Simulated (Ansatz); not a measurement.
## Run report: C, single-point calculation

System: C (10 atoms in the cell).
Method: DFT PBE, scalar-relativistic, plane waves, PAW, no spin polarisation (Ansatz 0.2.0).

The structure derives from an entry of the Crystallography Open Database. It belongs to a series of runs on one base structure; here: mode 1 (-200.6 1/cm) frozen in, largest displacement -0.130 A. Figures and captions count atoms from 1; the log counts them from 0 in places.

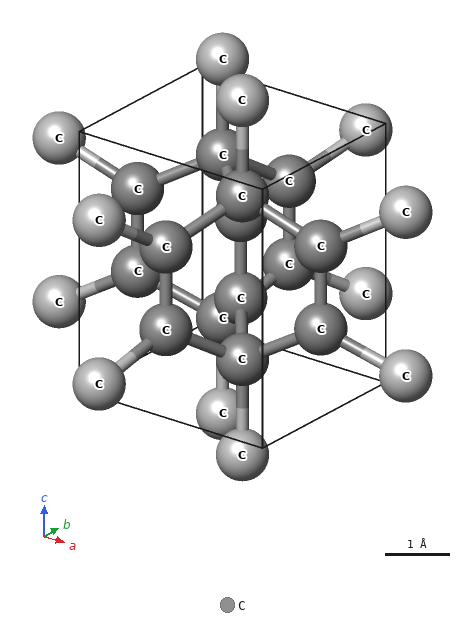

**Figure 1.** The structure as given in the input (ball-and-stick view of the cell of the calculation, seen slightly off an axis; neighbours outside the cell are drawn fainter). Near neighbours in the crystal (not all of them lie inside the picture): C has 4 C at 1.53 to 1.55 Å; C has 3 C at 1.33 to 1.55 Å.

### Summary

```json
{"quantity": "outcome", "value": "converged"}
{"quantity": "space group (tolerance 0.01 Å)", "value": "P-62m (189)"}
{"quantity": "electrons treated", "value": "40"}
{"quantity": "free energy", "value": "−2503.8164 eV"}
{"quantity": "Fermi energy", "value": "7.769 eV"}
{"quantity": "gap on the k-point mesh", "value": "0.22 eV"}
{"quantity": "pressure", "value": "−2.14 GPa"}
{"quantity": "largest force (length of the vector)", "value": "0.160 eV/Å"}
{"quantity": "hardware", "value": "2 threads of Intel Xeon @ 2.50GHz (Skylake/Cascade Lake), 64 GiB of memory available, shared host"}
{"quantity": "wall time", "value": "16 s (CPU time 32 s)"}
{"quantity": "peak memory", "value": "0.55 GiB"}
```

### Input
```yaml
crystal:
  lattice:
    - [4.8371701216, 0.0, 0.0]
    - [-2.4185850608, 4.1891122077, 0.0]
    - [0.0, 0.0, 4.1724817111]
  atoms:
    - { symbol: C, position: [0.6666666667, 0.3333333333, 0.1839325] }
    - { symbol: C, position: [0.3333333333, 0.6666666667, 0.1839325] }
    - { symbol: C, position: [0.6666666667, 0.3333333333, 0.8160675] }
    - { symbol: C, position: [0.3333333333, 0.6666666667, 0.8160675] }
    - { symbol: C, position: [0.5268752177, 0.5268752177, 0.3404600926] }
    - { symbol: C, position: [0.0, 0.4731247823, 0.3404600926] }
    - { symbol: C, position: [0.4731247823, 0.0, 0.3404600926] }
    - { symbol: C, position: [0.5268752177, 0.5268752177, 0.6595399074] }
    - { symbol: C, position: [0.4731247823, 0.0, 0.6595399074] }
    - { symbol: C, position: [0.0, 0.4731247823, 0.6595399074] }
basis:
  ecutwfc: 420
kpoints:
  mp_grid: { grid: [12, 12, 10] }
hamiltonian:
  xc: pbe
scf:
  occupations: { method: gaussian, width: 0.15 }
output:
  forces: true
  stress: true
  eigenvalues: true
  write_density: true
  write_potential: true
  elf: true
  volumetric_format: npy
```

Launch command:
```bash
ansatz run input.yaml --threads 2 --pin off --max-ram 5120MiB --backend cpu --events-out ev --progress --plain --runs-dir out
```

### What the program printed
```
Engine: ansatz 0.2.0, x86_64-unknown-linux-gnu
Pseudopotentials: kind: paw
Pseudopotential: C, paw, valence charge 4, recommended cutoff 420 eV (normal), C.paw.azcp
Functional definition: PBE
  parameter kappa = 0.804
  parameter beta = 0.06672455060314922
  exchange = pbe_x(kappa = kappa, mu = beta*pi^2/3)
  correlation = pbe_c(beta = beta)
Crystal: 10 atoms, lattice volume = 84.549 Å³
Basis set: ecut = 420 eV, 1639 PW (Γ), exchange–correlation on 72×72×60 points (8 copies of the dense FFT grid, shifted against one another)
Bands: 30, of which v1, the nominal top of the filled ones, is band 20 counted from 1 (19 counted from 0)
Symmetry: 12 space group operations
Space group: P-62m (ITA 189), of the structure as read, at distance tolerance 4.4e-5 Å
k-points: 114 of 1440 (time reversal used)
Non-local potential: C, projectors of the file, l = 0: 2, l = 1: 2, l = 2: 1
PAW form: soft (Blöchl's): semilocal exchange-correlation on the pseudo side does not see the compensation charge
PAW one-centre angular grid: C, 110 points (default); XC on 64 Gauss nodes
Initial density: superposition of atomic densities (neutral atoms: chi_scale 0, normalization atom), corrected by the library's trained network
Initial wavefunctions: pseudopotential atomic-orbital guess
Functional: x = pbe(κ = 0.804, μ = 0.2195149727645171), c = pbe(β = 0.06672455060314922)
SCF iter   1: F=—  HF=-2503.905940 eV  |F-HF|=—  |Δ(HF+E_count)|=         —  Δρ=1.71e-2  dr2=3.38e-1  ethr=1.77e-3  ⟨swp⟩=6.1  Hψ=16231  notcnv=0  defer=58
preconditioner: auto → Resta (q_TF=auto, 2.408 Å⁻¹)  ε∞=3.9  [insulator: Δε(μ)=0.434 eV  Ē_g=14.874 eV  σ=0.150 eV  W_gap=0.96  n_scr=20 (ndim 8)  ℏωp=25.5 eV  f_vac=0.105  D(μ)=0.01/eV (n_scr^D=0)  ε∞_Penn≈3.9]
SCF iter   2: F=—  HF=-2503.824630 eV  |F-HF|=—  |Δ(HF+E_count)|=   8.13e-2  Δρ=8.27e-3  dr2=5.70e-2  ethr=8.44e-4  ⟨swp⟩=2.3  Hψ=5202  notcnv=0  defer=129
SCF iter   3: F=—  HF=-2503.814434 eV  |F-HF|=—  |Δ(HF+E_count)|=   1.02e-2  Δρ=2.36e-3  dr2=5.90e-3  ethr=1.42e-4  ⟨swp⟩=2.2  Hψ=4337  notcnv=0  defer=129
SCF iter   4: F=—  HF=-2503.815568 eV  |F-HF|=—  |Δ(HF+E_count)|=   1.13e-3  Δρ=5.69e-4  dr2=6.34e-4  ethr=1.47e-5  ⟨swp⟩=2.5  Hψ=4740  notcnv=0  defer=129
SCF iter   5: F=—  HF=-2503.816267 eV  |F-HF|=—  |Δ(HF+E_count)|=   6.99e-4  Δρ=1.57e-4  dr2=2.97e-5  ethr=1.59e-6  ⟨swp⟩=2.1  Hψ=4426  notcnv=0  defer=129
SCF iter   6: F=—  HF=-2503.816364 eV  |F-HF|=—  |Δ(HF+E_count)|=   9.69e-5  Δρ=2.65e-5  dr2=5.78e-7  ethr=7.44e-8  ⟨swp⟩=2.2  Hψ=5531  notcnv=0  defer=418
SCF iter   7: F=-2503.816368 eV  HF=-2503.816368 eV  |F-HF|=7.64e-8  |Δ(HF+E_count)|=   3.40e-6  Δρ=4.15e-6  dr2=1.21e-8  ethr=2.50e-10  ⟨swp⟩=16.7  Hψ=29312  notcnv=0
SCF 1 converged in 7 iterations: F = -2503.816368 eV  dr2 = 1.21e-8
  greatest PAW one-centre occupation: 0.668 electrons in one spin orbital (limit 2), on the C atom at site 9 (counted from 0), in its partial waves of l = 0
SCF converged after 7 iterations
Free energy (F): -2503.816368 eV
Harris-Foulkes:  -2503.816368 eV  (|F-HF|=7.64e-8)
Internal energy: -2503.815694 eV  (E = F + TS)
E sigma→0 (E₀):  -2503.816031 eV
Entropy (-TS):   -0.000674 eV (-0.067 meV/atom)
Fermi energy:    7.769239 eV
--- Per-component energies (eV) ---
  E_band       = -48.260142
  E_kinetic    = 906.028208
  E_local      = -1620.402336  (includes V_loc(G=0)·N_el)
  E_nonlocal   = 269.374041
  E_hartree    = 528.621755
  E_xc         = -479.654218
  E_vxc        = -594.268006  (∫ρ·V_xc dr)
  E_paw        = -991.963863  (= ΣΔE_a)
  E_vpaw       = -66.233652  (= ΣTr[D̂ρ^β])
  E_aug_tail   = 0.000087  (compensation charges beyond the density's cutoff)
  E_ewald      = -1115.819369
  E_smearing   = -0.000674  (= −TS)
  E_closure    = -0.000000  (closes the sum)
  Σ components = -2503.816368   (vs F -2503.816368, Δ=0.00e0)
--- Forces (eV/Å), atoms counted from 1 ---
  atom   1  C     -0.00000000     0.00000000     0.14029948
  atom   2  C     -0.00000000    -0.00000000     0.14029948
  atom   3  C     -0.00000000     0.00000000    -0.14029948
  atom   4  C     -0.00000000    -0.00000000    -0.14029948
  atom   5  C      0.03529098     0.06112578    -0.14304949
  atom   6  C      0.03529098    -0.06112578    -0.14304949
  atom   7  C     -0.07058197    -0.00000000    -0.14304949
  atom   8  C      0.03529098     0.06112578     0.14304949
  atom   9  C     -0.07058197     0.00000000     0.14304949
  atom  10  C      0.03529098    -0.06112578     0.14304949
  max |Σ_I F_I| component: 9.71e-17 eV/Å
--- Stress (GPa, compression-positive) ---
       -3.027724       0.000000       0.000000
        0.000000      -3.027724       0.000000
        0.000000       0.000000      -0.365554
  P = ⅓ Tr σ = -2.1403 GPa (-21.403 kbar)
--- Band table (eV; the first three rows and the last of 114) ---
  k-point 0: bands = ["-12.5134", "-8.4548", "-6.9307", "-6.9307", "-6.5357", "-5.5394", "-3.2625", "-1.2858", "-1.0077", "-1.0077", "-0.8500", "-0.8500", "0.1241", "0.1241", "3.7809", "3.7809", "5.0653", "5.6010", "5.6010", "7.3784", "10.4576", "11.6299", "11.6299", "12.4172", "12.4172", "13.2927", "15.4275", "15.8864", "15.8864", "16.0216"]
  k-point 1: bands = ["-12.4546", "-8.3906", "-7.2702", "-6.8934", "-6.8934", "-4.7083", "-3.7312", "-1.3756", "-1.3756", "-0.9121", "-0.9121", "-0.7789", "0.6442", "0.6442", "3.5639", "3.5639", "4.8514", "5.6653", "5.6653", "7.3935", "10.4976", "11.5119", "11.5119", "12.7436", "12.7436", "13.1746", "15.2910", "15.8841", "15.8841", "16.0517"]
  k-point 2: bands = ["-12.2814", "-8.2407", "-8.1984", "-6.7889", "-6.7889", "-4.5731", "-3.4498", "-2.0911", "-2.0911", "-0.7298", "-0.7298", "0.1556", "1.4311", "1.4311", "3.0354", "3.0354", "4.2329", "5.8040", "5.8040", "7.4446", "10.6161", "11.2311", "11.2311", "12.8451", "13.6202", "13.6202", "15.0081", "15.8393", "15.8393", "16.0784"]
  k-point 113: bands = ["-10.1980", "-10.1980", "-8.9301", "-8.9301", "-6.7099", "-3.6906", "-2.1710", "-2.1710", "-0.5089", "-0.5089", "1.6883", "1.6883", "1.7808", "1.7808", "1.8359", "2.1262", "2.7181", "4.3826", "6.0315", "6.0315", "7.8590", "10.7094", "10.7094", "14.6433", "14.6433", "15.7676", "16.1818", "16.1818", "16.6569", "16.7467"]
```

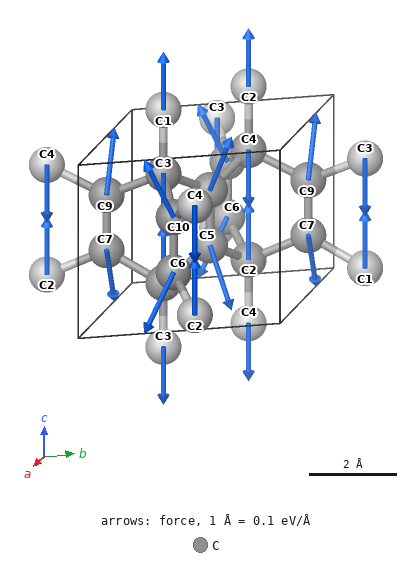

**Figure 2.** Forces on the atoms as blue arrows (ball-and-stick view of the cell of the calculation, seen slightly off an axis; neighbours outside the cell are drawn fainter; atoms are numbered from 1 in the order of the input). The largest act on C5, C6, C7, C8, C9, C10 (0.16 eV/Å); C1, C2, C3, C4 (0.14 eV/Å). The geometry is not a stationary point of this energy.

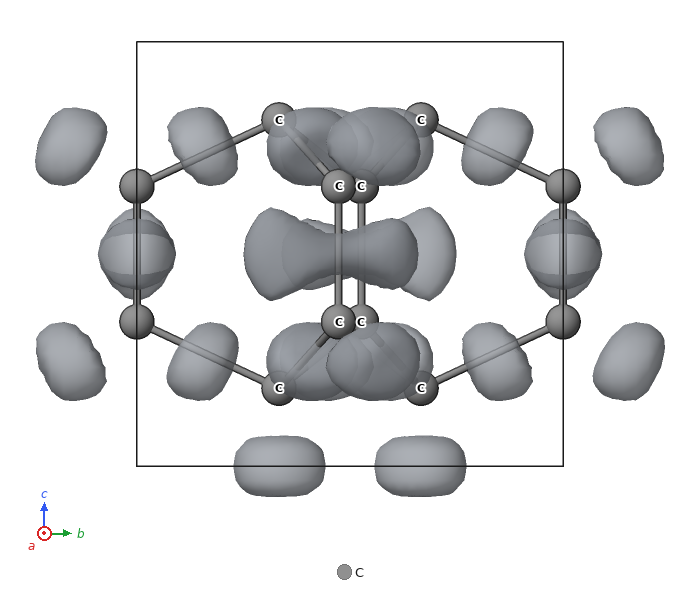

**Figure 3.** Isosurface of the electron localisation function at 0.8 (grey), seen along the a axis. Only the valence region is drawn (cores and ρ < 0.01 e/Å³ removed). Sticks mark near contacts. The outline is the cell set on symmetry axes. Along the contacts the grid gives the following. C–C (1.33 Å): the ELF peaks at about 0.90 between the atoms (inside overlapping PAW spheres, so only a guide); a multiple bond by its length, whose ELF region spreads away from the axis. Core electrons are frozen (PAW), so the fields are smoothed inside the atomic spheres.

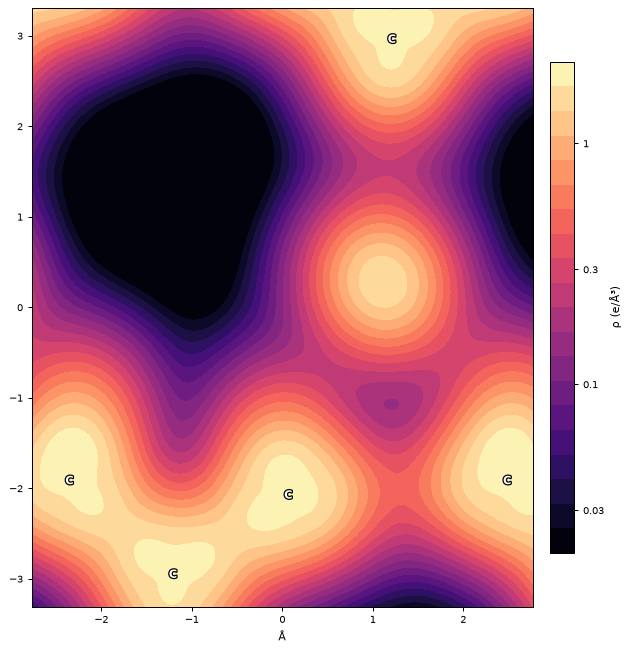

**Figure 4.** Valence electron density on the (101) plane of the conventional cell. The section cuts through C sites. C–C (1.55 Å): the density is about 1.6 e/Å³ at the midpoint. Away from the nuclei the density in this plane falls to 0.004 e/Å³ at its lowest.
